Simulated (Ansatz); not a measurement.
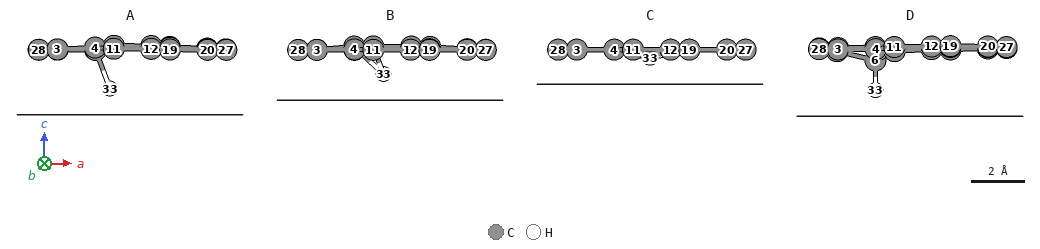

4 geometries from one relaxation of a slab of composition HC32, in shuffled order. Style: ball-and-stick. Shown: the cell of the calculation, outlined in the plane, without the vacuum (origin shifted), along the b axis.

It is H on graphene monolayer, set down by a guess. The run prepares the start of a later molecular dynamics calculation, from a guessed geometry.

These are results of Ansatz, DFT PBE, scalar-relativistic, plane waves, PAW, not measurements. Set-up: plane-wave cutoff 420 eV; k-point mesh 2 × 2 × 1; occupations fermi dirac; smearing width 0.05 eV; collinear spin; atoms relaxed in a fixed cell; force threshold 0.08 eV/Å; at most 25 steps.

Q: Put them in the order of the run, from the start to the converged end.

A: C, B, A, D. They are steps 0, 4, 8, 14, at +3.996 eV per cell of the calculation, +2.271 eV per cell of the calculation, +1.135 eV per cell of the calculation relative to the last. The largest move relative to the layer's centre is that of the H atom, 1.79 Å at 47° to the normal (−c side). Largest moves by element: H 1.79 Å, C 0.41 Å. The cell doesn't change. Near-neighbour distances that change, for instance: C–H 1.526 → 3.239 Å, C–H 1.488 → 2.915 Å, C–H 1.419 → 2.073 Å, C–H 1.388 → 1.127 Å. Bond angles that change, for instance: C–C–H 167.1° → 103.5°, C–C–H 60.6° → 103.4°, C–C–C 120.0° → 114.8°. Over 14 geometry steps the energy falls by 3.996 eV per cell of the calculation. The largest force component goes from 2.1 to 0.018 eV/Å. The program noted that the starting moments weren't kept. Cost: 2.9 min on 4 threads of Intel(R) Xeon(R) Platinum 8488C (Sapphire Rapids) (shared host), peak memory 2.3 GiB.

Limits of the set-up: the program's low-accuracy preset was used.
